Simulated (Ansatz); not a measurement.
## Electronic structure of BN in real space

```
CELL_PARAMETERS angstrom
3.58055 0.00000 0.00000
0.00000 0.00000 -3.58055
0.00000 3.58055 0.00000
ATOMIC_POSITIONS crystal
B 0.50000 0.50000 0.00000
B 0.00000 0.50000 0.50000
B 0.00000 0.00000 0.00000
B 0.50000 0.00000 0.50000
N 0.75000 0.75000 0.25000
N 0.25000 0.75000 0.75000
N 0.25000 0.25000 0.25000
N 0.75000 0.25000 0.75000
```

Space group F-43m; a structure from a database of computed crystals, not necessarily the ambient phase.

All numbers below come from Ansatz 0.2.0, DFT LDA, scalar-relativistic, plane waves, PAW.

The density is the valence pseudo-density of a PAW calculation; it isn't the true density close to the nuclei.

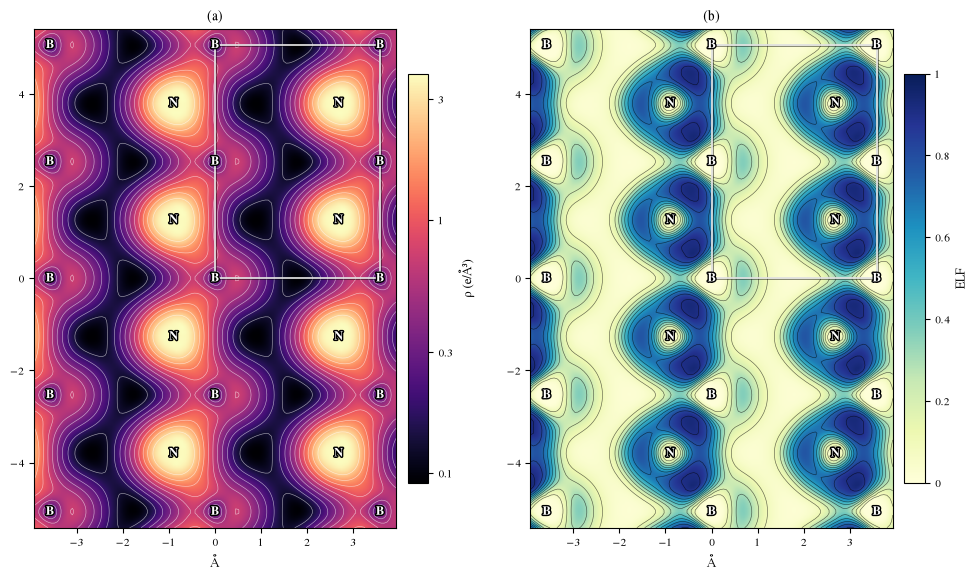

Figure 1. (a) valence charge density (pseudo); (b) ELF on the (011) plane of the conventional cell.

Interpret the plot.

The section cuts through B and N sites.
B–N (1.55 Å): the density is about 1.5 e/Å³ at the midpoint; the ELF peaks at about 0.95 between the atoms: a shared but strongly polarised pair.
Between the atoms the lowest density in this plane is 0.09 e/Å³.

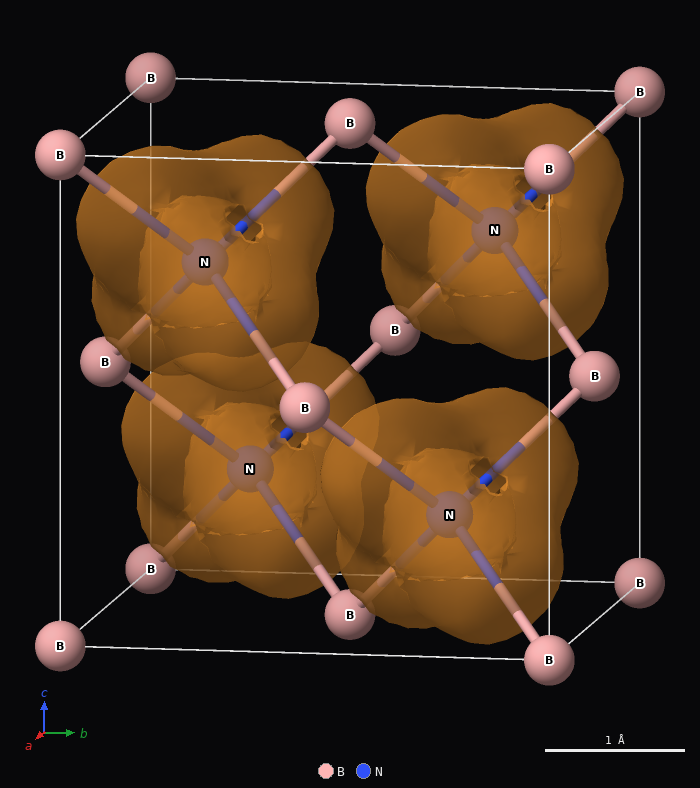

Figure 2. Isosurface of the electron localisation function at 0.7 (orange), seen slightly off an axis. Only the valence region is drawn (cores and ρ < 0.01 e/Å³ removed). Sticks mark near contacts.

What do the ELF domains correspond to?

The surface consists of four regions on N in which the atom's valence shell and bonds are merged, counted in one cell of 8 atoms. Any copies at cell faces, edges or corners count once.

Does the calculation make it a metal, or give it a gap?

It is gapped, with a Kohn–Sham gap of 4.4 eV on the k-point mesh, an upper bound to the gap of this method.
